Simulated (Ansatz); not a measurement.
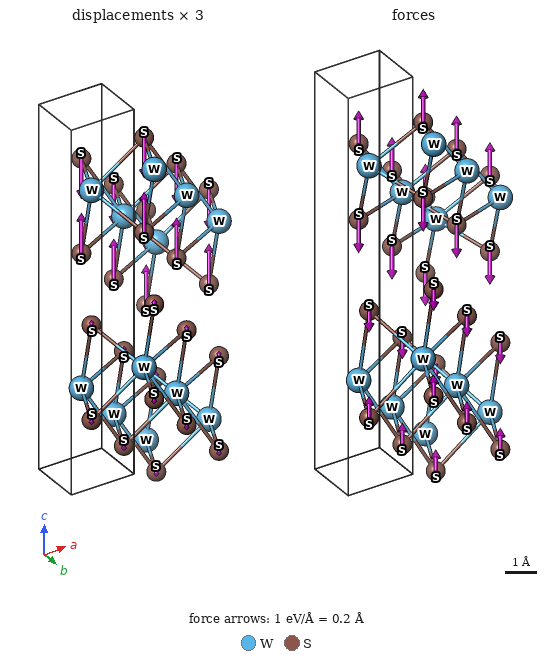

Left: a crystal of WS2 (set up in P6_3/mmc) in its unrelaxed database cell, with purple arrows for the displacements applied to it (without the part that the change of the cell carries along). Right: the displaced structure with the computed forces. Besides, the cell is strained by +8.9 % along c and +2.9 % across it (volume +15.4 %). A ball-and-stick model of the cell of the calculation, repeated 2 × 3 × 1 with one cell outlined, seen from a free direction.

The calculation used DFT PBE, scalar-relativistic, plane waves, PAW in Ansatz 0.2.0. (plane-wave cutoff 420 eV; k-point mesh 12 × 12 × 4; occupations gaussian; smearing width 0.02 eV; no spin polarisation)

**Where do the forces point?**

The S atoms are displaced by up to 0.47 Å (root mean square over those that move 0.33 Å) relative to the cell. No relaxation follows. It costs 415 meV per atom. Pressure: −3.7 GPa before, −0.1 GPa after. The principal stresses (compression positive) are 1.8 GPa along c and −1.1 GPa across it. The largest forces, 5.8 eV/Å, act on 2 S atoms of the calculation's cell. The forces mostly point back along the displacements (cosine −0.90). The gap on the k-mesh of 0.99 eV closes: the variant is metallic. Among the bonded contacts that change: S–W 2.452 → 2.295 to 2.632 Å. The space group (tolerance 0.01 Å) goes from P6_3/mmc (No. 194) to P-6m2 (No. 187).
